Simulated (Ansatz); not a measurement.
Molecular dynamics of Hf₁₁Si₁₃ (part 2 of 5)

Hf₁₁Si₁₃ (disordered cell, 24 atoms in the cell); DFT PBE, scalar-relativistic, plane waves, PAW, no spin polarisation (Ansatz 0.2.0); cutoff 420 eV, 1×1×1 k-mesh, Fermi–Dirac smearing of 0.1034 eV. It belongs to a series of runs on one base structure; here: Langevin dynamics at 1200 K from the last frame before.

Geometry of the input (Å; fractional positions):
```
7.7411  -0.0769  0.2104
-0.0769  7.9027  0.0117
0.2104  0.0117  7.8670
Si 0.6023  0.0595  0.7666
Si 0.9761  0.3375  0.2131
Si 0.7615  0.9345  0.5525
Si 0.1091  0.5264  0.6256
Si 0.7100  0.9611  0.1128
Si 0.8029  0.5883  0.7847
Si 0.6540  0.3405  0.6231
Si 0.3105  0.2262  0.2810
Si 0.0722  0.3920  0.9109
Si 0.5884  0.6041  0.1588
Si 0.9347  0.1779  0.6015
Si 0.0046  0.0627  0.9396
Si 0.5092  0.5229  0.4751
Hf 0.4549  0.8585  0.4511
Hf 0.3143  0.2523  0.6997
Hf 0.8877  0.7132  0.0621
Hf 0.0356  0.9751  0.3206
Hf 0.2401  0.5353  0.3224
Hf 0.1064  0.8424  0.7221
Hf 0.8400  0.6267  0.4217
Hf 0.3440  0.0035  0.0113
Hf 0.6008  0.2596  0.3248
Hf 0.4377  0.6509  0.7581
Hf 0.6073  0.3483  0.9656
```

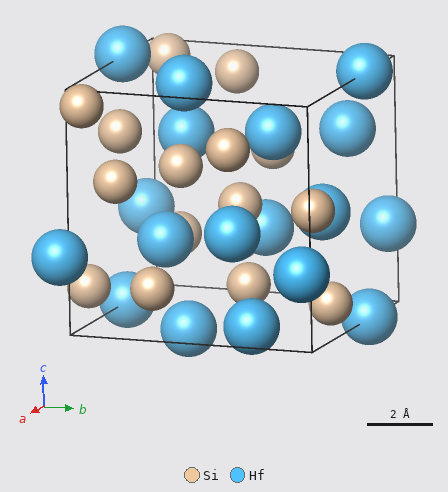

The geometry at step 6 of the log (spheres-only view of the cell of the calculation, seen slightly off an axis).

```
SCF converged after 6 iterations
Free energy (F): -181201.118261 eV
Harris-Foulkes:  -181201.118264 eV  (|F-HF|=3.46e-6)
Internal energy: -181200.619267 eV  (E = F + TS)
E sigma→0 (E₀):  -181200.868764 eV
Entropy (-TS):   -0.498994 eV (-20.791 meV/atom)
Fermi energy:    13.825653 eV
--- Per-component energies (eV) ---
  E_band       = -951.509271
  E_kinetic    = 5164.453323
  E_local      = -74637.275702  (includes V_loc(G=0)·N_el)
  E_nonlocal   = -13357.542497
  E_hartree    = 34882.385222
  E_xc         = -4011.947879
  E_vxc        = -3528.355654  (∫ρ·V_xc dr)
  E_paw        = -82856.871312  (= ΣΔE_a)
  E_vpaw       = 15642.390629  (= ΣTr[D̂ρ^β])
  E_aug_tail   = 0.000071  (compensation charges beyond the density's cutoff)
  E_ewald      = -46383.820492
  E_smearing   = -0.498994  (= −TS)
  E_closure    = 0.000000  (closes the sum)
  Σ components = -181201.118261   (vs F -181201.118261, Δ=0.00e0)
--- Forces (eV/Å), atoms counted from 1 ---
  atom   1  Si    -2.07953642     1.87044263     1.20364690
  atom   2  Si     1.75387025     0.93790087    -0.97523452
  atom   3  Si     1.41628941    -0.88844824    -1.64279843
  atom   4  Si    -0.38854011     0.57048073     1.41428839
  atom   5  Si     0.59987058    -0.26372317     0.66609263
  atom   6  Si    -0.42248198    -0.54703912     0.89681033
  atom   7  Si    -0.39068979    -0.75736829     0.96151432
  atom   8  Si     0.44759025     1.01583928     1.04430865
  atom   9  Si     0.45762419     1.91518791     0.07945022
  atom  10  Si     0.11893917     0.29410089    -0.03412361
  atom  11  Si    -1.10036792     0.25075971    -0.36361602
  atom  12  Si    -0.29524169    -1.78117229     0.05341254
  atom  13  Si     1.09072239    -0.16775367     0.45751609
  atom  14  Hf     0.00414021     0.12609084    -1.18058992
  atom  15  Hf     1.48398505    -0.77629496     0.08128729
  atom  16  Hf     0.03947463    -0.18119426     0.57864819
  atom  17  Hf    -0.45801583     0.21250140    -0.68504043
  atom  18  Hf    -1.12740052    -0.42647523    -2.43742230
  atom  19  Hf     0.52709261    -0.46752187     0.11637034
  atom  20  Hf    -0.83748434     1.00766967    -2.21326769
  atom  21  Hf     0.11018732    -0.48433170     0.13933534
  atom  22  Hf    -1.07027159     0.13940356     0.96851014
  atom  23  Hf    -0.06087881    -1.44843590     0.64513675
  atom  24  Hf     0.17942799    -0.14940461     0.22752626
  max |Σ_I F_I| component: 1.76e-3 eV/Å
--- Stress (GPa, compression-positive) ---
       -6.751799       1.609983      -2.311016
        1.609983      -4.558944       0.634715
       -2.311016       0.634715      -0.575257
  P = ⅓ Tr σ = -3.9620 GPa (-39.620 kbar)
--- MD trajectory: 46 steps, t = 0.0 → 138.0 fs ---
  final state: T = 1289.2 K   F+E_penalty+E_count = -181201.11826084 eV   E_kin = 3.999391 eV
```

**Trajectory as extended XYZ (Å, eV, eV/Å), 33 of the 47 frames kept, from step=0 to step=46**
```
24
Lattice="7.7411 -0.0769 0.2104 -0.0769 7.9027 0.0117 0.2104 0.0117 7.8670" Properties=species:S:1:pos:R:3:forces:R:3 step=0 time_fs=0.0 energy=-181198.53206 temperature=1150.0 pressure_GPa=-0.26
Si    4.8194    0.4332    6.1583   -1.0167  -0.3664   0.3935
Si    7.5749    2.5947    1.8857   -0.4141  -0.2715   0.2334
Si    5.9393    7.3333    4.5179    0.8988  -0.7565  -0.6218
Si    0.9353    4.1591    4.9504   -0.3617  -0.3446   0.7557
Si    5.4461    7.5421    1.0477   -1.8087   2.5154   0.5328
Si    6.3354    4.5968    6.3491    1.0688  -0.4455  -1.6991
Si    5.1677    2.6475    5.0434    1.7890   0.0828   2.3960
Si    2.4451    1.7667    2.2785   -3.8504  -2.2997  -0.9585
Si    0.7207    3.1028    7.1862   -0.5033  -0.0069   0.6135
Si    4.5419    4.7307    1.3803   -1.9912   0.6472   1.8398
Si    7.3482    1.3409    4.9304    0.6436   0.0610   0.1074
Si    0.2283    0.5060    7.3937   -0.1306   1.0575   0.8803
Si    4.0018    4.0990    3.8509    0.0491   1.6875  -0.7542
Hf    3.5499    6.7550    3.6544   -0.6373   0.9425  -1.0707
Hf    2.5604    1.9780    5.5738   -0.9213  -0.2106  -1.3608
Hf    6.8296    5.5683    0.6838    3.0728  -1.4609  -0.2439
Hf    0.2678    7.7069    2.5413   -0.4778   0.8288  -0.1852
Hf    1.8849    4.2158    2.5928   -0.7539   1.8992  -1.6759
Hf    0.9106    6.6575    5.7131   -0.5701   0.2019  -1.8984
Hf    6.5427    4.8932    3.5011    0.2444  -0.4710   0.9250
Hf    2.6651    0.0012    0.1613    0.8642  -0.8441   0.8342
Hf    4.6995    2.0092    2.6847    4.9132  -1.3516  -0.5534
Hf    3.4973    5.1190    6.0636    0.0621  -0.2019   2.3251
Hf    4.8773    2.7171    7.7279   -0.1698  -0.8959  -0.8135
24
Lattice="7.7411 -0.0769 0.2104 -0.0769 7.9027 0.0117 0.2104 0.0117 7.8670" Properties=species:S:1:pos:R:3:forces:R:3 step=1 time_fs=3.0 energy=-181198.66635 temperature=1316.7 pressure_GPa=-0.14
Si    4.8266    0.4626    6.1365   -0.9812  -0.5376   0.4163
Si    7.5966    2.5957    1.8893   -0.4779  -0.2935   0.1918
Si    5.9543    7.3490    4.4875    0.5466  -0.9843  -0.5208
Si    0.9669    4.1721    4.9387   -0.4989  -0.4406   0.9759
Si    5.4737    7.5533    1.0857   -1.8677   2.5263   0.5111
Si    6.3423    4.6168    6.3190    1.0657  -0.4409  -1.3640
Si    5.1697    2.6603    5.0672    1.5880   0.3590   1.8898
Si    2.4114    1.7475    2.2824   -3.3488  -2.0709  -0.8040
Si    0.7352    3.0718    7.1750   -0.6265   0.0968   0.7056
Si    4.5449    4.7122    1.3882   -1.9055   0.7422   1.8554
Si    7.3164    1.3280    4.9472    0.8643   0.1941   0.1719
Si    0.2221    0.5080    7.3812   -0.1025   0.9790   0.8460
Si    3.9665    4.0868    3.8372    0.6171   1.5820  -0.3181
Hf    3.5561    6.7502    3.6544   -0.6472   0.9429  -1.0818
Hf    2.5592    1.9714    5.5805   -0.8550  -0.1836  -1.5266
Hf    6.8366    5.5731    0.6900    2.8692  -1.5853  -0.5205
Hf    0.2562    7.7025    2.5402   -0.3208   0.8249  -0.2345
Hf    1.8810    4.2201    2.5886   -0.9103   1.8357  -2.0310
Hf    0.9097    6.6523    5.7030   -0.5776   0.3256  -1.8245
Hf    6.5454    4.8866    3.5010    0.1072  -0.4756   0.9368
Hf    2.6572   -0.0025    0.1616    0.9646  -0.8263   0.7346
Hf    4.6962    2.0047    2.6810    4.5184  -1.3652  -0.3729
Hf    3.5045    5.1311    6.0606    0.1210  -0.2754   2.3040
Hf    4.8856    2.7197    7.7375   -0.1462  -0.9309  -0.9387
24
Lattice="7.7411 -0.0769 0.2104 -0.0769 7.9027 0.0117 0.2104 0.0117 7.8670" Properties=species:S:1:pos:R:3:forces:R:3 step=3 time_fs=9.0 energy=-181199.12674 temperature=1341.9 pressure_GPa=-0.27
Si    4.8394    0.5319    6.1042   -0.7317  -1.2069   0.2560
Si    7.6265    2.6018    1.8806   -0.6407  -0.2978   0.2355
Si    5.9930    7.3551    4.4100   -0.3631  -1.0715   0.0175
Si    1.0304    4.2153    4.9289   -0.6855  -0.8626   1.1512
Si    5.5004    7.5844    1.1504   -1.7483   2.2355   0.3739
Si    6.3596    4.6439    6.2614    1.0643  -0.3619  -0.6626
Si    5.1979    2.6717    5.1330    1.0016   1.1123   0.5318
Si    2.3116    1.6789    2.2635   -1.7689  -1.1142  -0.2956
Si    0.7499    3.0286    7.1688   -0.7245   0.2484   0.6737
Si    4.5435    4.6805    1.4017   -1.6507   0.9583   1.8344
Si    7.2712    1.2957    4.9990    1.2233   0.3341   0.2859
Si    0.2261    0.5226    7.3844   -0.0816   0.7105   0.6266
Si    3.9218    4.0982    3.8082    1.6397   0.8521   0.4322
Hf    3.5642    6.7431    3.6511   -0.6526   1.0148  -1.0432
Hf    2.5602    1.9581    5.5830   -0.8118  -0.0446  -1.7717
Hf    6.8591    5.5783    0.7016    2.2420  -1.5402  -0.8602
Hf    0.2406    7.6986    2.5413    0.0530   0.6812  -0.4763
Hf    1.8746    4.2394    2.5738   -1.1930   1.4177  -2.5410
Hf    0.9069    6.6409    5.6811   -0.6570   0.8491  -1.5209
Hf    6.5467    4.8705    3.5047    0.0687  -0.5231   0.8117
Hf    2.6488   -0.0118    0.1506    1.1104  -0.8627   0.5678
Hf    4.6923    1.9972    2.6768    3.2354  -1.2815  -0.0311
Hf    3.5109    5.1406    6.0548    0.2183  -0.2857   2.3352
Hf    4.9080    2.7274    7.7490   -0.1424  -0.9615  -0.9285
24
Lattice="7.7411 -0.0769 0.2104 -0.0769 7.9027 0.0117 0.2104 0.0117 7.8670" Properties=species:S:1:pos:R:3:forces:R:3 step=4 time_fs=12.0 energy=-181199.31926 temperature=1229.3 pressure_GPa=-0.44
Si    4.8447    0.5580    6.0892   -0.6596  -1.4945   0.2052
Si    7.6243    2.5961    1.8790   -0.6903  -0.2407   0.2613
Si    6.0080    7.3485    4.3712   -0.6795  -0.9388   0.3346
Si    1.0627    4.2368    4.9296   -0.7642  -1.0851   1.1497
Si    5.5005    7.6072    1.1813   -1.5864   1.9527   0.2499
Si    6.3762    4.6591    6.2246    1.0201  -0.3206  -0.2169
Si    5.2245    2.6801    5.1643    0.6799   1.4205  -0.0157
Si    2.2496    1.6344    2.2561   -0.8912  -0.5024  -0.0116
Si    0.7500    3.0153    7.1699   -0.7317   0.3135   0.6420
Si    4.5428    4.6693    1.4054   -1.5436   1.0777   1.8123
Si    7.2550    1.2891    5.0291    1.3112   0.2244   0.2710
Si    0.2362    0.5336    7.3865   -0.1137   0.5827   0.5406
Si    3.9146    4.1220    3.7885    1.9275   0.3995   0.6701
Hf    3.5671    6.7418    3.6494   -0.6906   1.0961  -1.0269
Hf    2.5595    1.9536    5.5795   -0.7569   0.0218  -1.8302
Hf    6.8734    5.5793    0.7063    1.8750  -1.3931  -0.9832
Hf    0.2341    7.6983    2.5414    0.1736   0.5164  -0.6121
Hf    1.8668    4.2471    2.5670   -1.2511   1.1487  -2.7029
Hf    0.9051    6.6368    5.6727   -0.6760   1.1305  -1.3803
Hf    6.5479    4.8608    3.5067    0.1200  -0.5369   0.6861
Hf    2.6455   -0.0148    0.1449    1.1904  -0.9071   0.4776
Hf    4.6905    1.9942    2.6800    2.5753  -1.2180   0.0764
Hf    3.5130    5.1400    6.0532    0.2751  -0.2539   2.3637
Hf    4.9186    2.7315    7.7568   -0.1077  -0.9956  -0.9584
24
Lattice="7.7411 -0.0769 0.2104 -0.0769 7.9027 0.0117 0.2104 0.0117 7.8670" Properties=species:S:1:pos:R:3:forces:R:3 step=6 time_fs=18.0 energy=-181199.46735 temperature=1419.9 pressure_GPa=-0.32
Si    4.8674    0.5969    6.0637   -0.6375  -1.7167   0.0710
Si    7.6153    2.5885    1.8558   -0.8415  -0.1125   0.3841
Si    6.0350    7.3241    4.3055   -1.2857  -0.6478   0.9081
Si    1.0978    4.2535    4.9353   -0.8294  -1.2682   1.0638
Si    5.4587    7.6622    1.2462   -1.0336   1.1673  -0.0694
Si    6.3964    4.6807    6.1327    1.0066  -0.0337   0.9141
Si    5.2849    2.7292    5.2201    0.1604   1.3428  -0.7694
Si    2.1212    1.5353    2.2324    0.7725   0.9320   0.4956
Si    0.7464    2.9789    7.1650   -0.7234   0.5624   0.5995
Si    4.5540    4.6514    1.4220   -1.4121   1.2413   1.7212
Si    7.2257    1.2713    5.0708    1.4439   0.0276   0.2241
Si    0.2918    0.5621    7.3977   -0.3304   0.2542   0.3438
Si    3.9205    4.1743    3.7796    1.8539  -0.4848   0.4938
Hf    3.5695    6.7407    3.6382   -0.7500   1.3091  -0.9325
Hf    2.5503    1.9425    5.5665   -0.5199   0.0388  -1.9150
Hf    6.9062    5.5802    0.7048    1.1173  -0.9371  -1.1351
Hf    0.2232    7.6949    2.5415    0.1581  -0.0266  -0.9136
Hf    1.8481    4.2574    2.5510   -1.0125   0.6925  -2.6505
Hf    0.9003    6.6381    5.6519   -0.6600   1.4227  -1.1840
Hf    6.5544    4.8495    3.5092    0.2699  -0.6535   0.2269
Hf    2.6432   -0.0236    0.1345    1.4801  -1.0642   0.2671
Hf    4.6853    1.9839    2.6894    1.5393  -0.9238   0.3189
Hf    3.5116    5.1348    6.0546    0.2953  -0.0758   2.5160
Hf    4.9292    2.7390    7.7714   -0.0563  -1.0488  -0.9749
24
Lattice="7.7411 -0.0769 0.2104 -0.0769 7.9027 0.0117 0.2104 0.0117 7.8670" Properties=species:S:1:pos:R:3:forces:R:3 step=7 time_fs=21.0 energy=-181199.42471 temperature=1163.4 pressure_GPa=-0.45
Si    4.8703    0.6029    6.0621   -0.5906  -1.6713  -0.0562
Si    7.6096    2.5830    1.8384   -0.8877  -0.0170   0.4494
Si    6.0393    7.3046    4.2771   -1.4451  -0.3968   1.1882
Si    1.1112    4.2500    4.9412   -0.8276  -1.2318   0.9740
Si    5.4301    7.6930    1.2788   -0.7426   0.7562  -0.2520
Si    6.4119    4.6730    6.0919    1.0510   0.2326   1.5104
Si    5.3202    2.7545    5.2394   -0.1164   0.9912  -0.9813
Si    2.0602    1.4884    2.2234    1.5407   1.6797   0.6624
Si    0.7445    2.9665    7.1535   -0.7300   0.7192   0.6318
Si    4.5519    4.6443    1.4301   -1.3211   1.3138   1.6783
Si    7.2121    1.2642    5.0814    1.4685  -0.1436   0.1727
Si    0.3146    0.5790    7.4032   -0.4109   0.0649   0.2289
Si    3.9400    4.1946    3.7897    1.5079  -0.8659   0.1920
Hf    3.5710    6.7406    3.6343   -0.8289   1.3952  -0.9096
Hf    2.5458    1.9363    5.5581   -0.3974   0.0211  -1.9481
Hf    6.9187    5.5775    0.7017    0.7995  -0.7479  -1.1462
Hf    0.2172    7.6931    2.5386   -0.0536  -0.4071  -0.9931
Hf    1.8414    4.2655    2.5427   -0.7551   0.4987  -2.4611
Hf    0.8978    6.6413    5.6364   -0.6625   1.4488  -1.0739
Hf    6.5598    4.8458    3.5144    0.3823  -0.7453  -0.1307
Hf    2.6441   -0.0262    0.1300    1.5921  -1.1523   0.1825
Hf    4.6836    1.9742    2.6932    1.1732  -0.7026   0.4452
Hf    3.5145    5.1341    6.0565    0.2794   0.0251   2.6158
Hf    4.9297    2.7416    7.7760   -0.0250  -1.0711  -0.9755
24
Lattice="7.7411 -0.0769 0.2104 -0.0769 7.9027 0.0117 0.2104 0.0117 7.8670" Properties=species:S:1:pos:R:3:forces:R:3 step=9 time_fs=27.0 energy=-181199.31204 temperature=1122.5 pressure_GPa=-0.34
Si    4.8604    0.5918    6.0715   -0.4686  -1.3520  -0.2982
Si    7.6180    2.5521    1.7994   -0.9517   0.2613   0.5908
Si    6.0234    7.2742    4.2399   -1.3291  -0.0700   1.4349
Si    1.1406    4.2279    4.9597   -0.8673  -0.9131   0.7280
Si    5.3714    7.7633    1.3381   -0.1747  -0.1074  -0.7054
Si    6.4582    4.6563    6.0280    1.1919   0.8749   2.5931
Si    5.3950    2.8084    5.2604   -0.5956  -0.1342  -1.2446
Si    1.9970    1.4532    2.1989    2.3296   2.3978   0.7984
Si    0.7423    2.9310    7.1274   -0.7268   1.1066   0.6685
Si    4.5348    4.6268    1.4698   -0.9860   1.3505   1.3885
Si    7.2015    1.2222    5.1034    1.3947  -0.2592   0.1409
Si    0.3299    0.6095    7.4150   -0.4379  -0.4024   0.0586
Si    3.9714    4.2133    3.8247    0.9690  -1.3619  -0.4277
Hf    3.5752    6.7489    3.6343   -1.0732   1.3948  -0.9397
Hf    2.5361    1.9175    5.5324   -0.1668  -0.0349  -1.9474
Hf    6.9404    5.5825    0.6953    0.2715  -0.5226  -1.0911
Hf    0.2078    7.6943    2.5305   -0.4193  -0.8275  -0.9580
Hf    1.8390    4.2799    2.5242   -0.5020   0.3077  -2.0102
Hf    0.8930    6.6571    5.6071   -0.6781   1.2148  -0.9306
Hf    6.5691    4.8407    3.5207    0.5802  -0.8745  -0.8079
Hf    2.6510   -0.0322    0.1263    1.6041  -1.2362   0.0480
Hf    4.6800    1.9508    2.6945    0.7639  -0.0973   0.8264
Hf    3.5243    5.1385    6.0492    0.2773   0.2611   2.9669
Hf    4.9266    2.7482    7.7741   -0.0021  -0.9804  -0.8798
24
Lattice="7.7411 -0.0769 0.2104 -0.0769 7.9027 0.0117 0.2104 0.0117 7.8670" Properties=species:S:1:pos:R:3:forces:R:3 step=10 time_fs=30.0 energy=-181199.24353 temperature=1049.0 pressure_GPa=-0.29
Si    4.8558    0.5761    6.0694   -0.4693  -1.1405  -0.3203
Si    7.6281    2.5406    1.7774   -1.0199   0.3821   0.7143
Si    6.0116    7.2761    4.2336   -1.1516  -0.1245   1.3999
Si    1.1485    4.2179    4.9704   -0.8538  -0.7962   0.5980
Si    5.3418    7.8068    1.3653    0.1400  -0.6478  -1.0359
Si    6.4894    4.6525    6.0026    1.2151   1.1137   3.0603
Si    5.4139    2.8346    5.2637   -0.6859  -0.6545  -1.2492
Si    1.9809    1.4546    2.1882    2.4920   2.4574   0.8118
Si    0.7426    2.9095    7.1244   -0.6709   1.3526   0.5656
Si    4.5215    4.6212    1.5051   -0.7889   1.2836   1.1022
Si    7.1993    1.1996    5.1173    1.3420  -0.1563   0.1670
Si    0.3243    0.6253    7.4222   -0.4101  -0.7198   0.0013
Si    3.9875    4.2138    3.8507    0.6635  -1.4761  -0.8506
Hf    3.5813    6.7586    3.6369   -1.2227   1.2821  -0.9669
Hf    2.5286    1.9066    5.5176   -0.0788  -0.0597  -1.9189
Hf    6.9502    5.5863    0.6934    0.0464  -0.4267  -1.0223
Hf    0.2058    7.6950    2.5307   -0.5114  -0.9065  -0.9199
Hf    1.8383    4.2845    2.5155   -0.3835   0.2966  -1.7347
Hf    0.8940    6.6637    5.5965   -0.6920   1.1273  -0.8644
Hf    6.5723    4.8391    3.5235    0.6660  -0.8205  -1.1105
Hf    2.6564   -0.0340    0.1210    1.5314  -1.2193   0.0230
Hf    4.6806    1.9380    2.6942    0.5780   0.3231   1.1058
Hf    3.5316    5.1389    6.0422    0.2601   0.4186   3.2362
Hf    4.9283    2.7534    7.7720    0.0062  -0.8875  -0.7867
24
Lattice="7.7411 -0.0769 0.2104 -0.0769 7.9027 0.0117 0.2104 0.0117 7.8670" Properties=species:S:1:pos:R:3:forces:R:3 step=12 time_fs=36.0 energy=-181199.25872 temperature=1445.7 pressure_GPa=-0.04
Si    4.8458    0.5210    6.0627   -0.6005  -0.6998  -0.2007
Si    7.6207    2.5191    1.7362   -1.1067   0.5537   1.2661
Si    5.9764    7.2936    4.2325   -0.5405  -0.3202   1.1689
Si    1.1454    4.2079    5.0194   -0.6083  -0.6979   0.1658
Si    5.3025    7.9052    1.3790    0.6231  -1.6932  -1.6876
Si    6.5472    4.6564    5.9852    0.9640   1.1534   3.3933
Si    5.4297    2.8525    5.2695   -0.5356  -1.0611  -0.9845
Si    1.9687    1.4667    2.1632    2.4857   2.3672   0.8499
Si    0.7292    2.8738    7.1658   -0.3084   1.7368  -0.1323
Si    4.4853    4.6028    1.5721   -0.3834   1.2947   0.6354
Si    7.1965    1.1667    5.1334    1.2705   0.0757   0.2268
Si    0.3089    0.6415    7.4359   -0.4034  -1.2822  -0.0705
Si    4.0250    4.1914    3.9028   -0.0330  -1.2520  -1.5318
Hf    3.5923    6.7813    3.6387   -1.5276   0.8230  -1.0645
Hf    2.5046    1.8920    5.4809    0.0095  -0.0475  -1.6456
Hf    6.9719    5.5801    0.6948   -0.2743  -0.2555  -0.8936
Hf    0.2058    7.6899    2.5315   -0.6296  -0.8797  -0.7840
Hf    1.8358    4.2923    2.4965   -0.2851   0.2621  -0.9990
Hf    0.9048    6.6838    5.5689   -0.6853   0.9621  -0.7041
Hf    6.5840    4.8416    3.5288    0.6932  -0.7005  -1.3996
Hf    2.6629   -0.0358    0.1104    1.4131  -1.1796  -0.0187
Hf    4.6905    1.9224    2.7076    0.2614   1.0100   1.5945
Hf    3.5602    5.1430    6.0397    0.1399   0.6986   3.5342
Hf    4.9345    2.7656    7.7760    0.0605  -0.8658  -0.7168
```
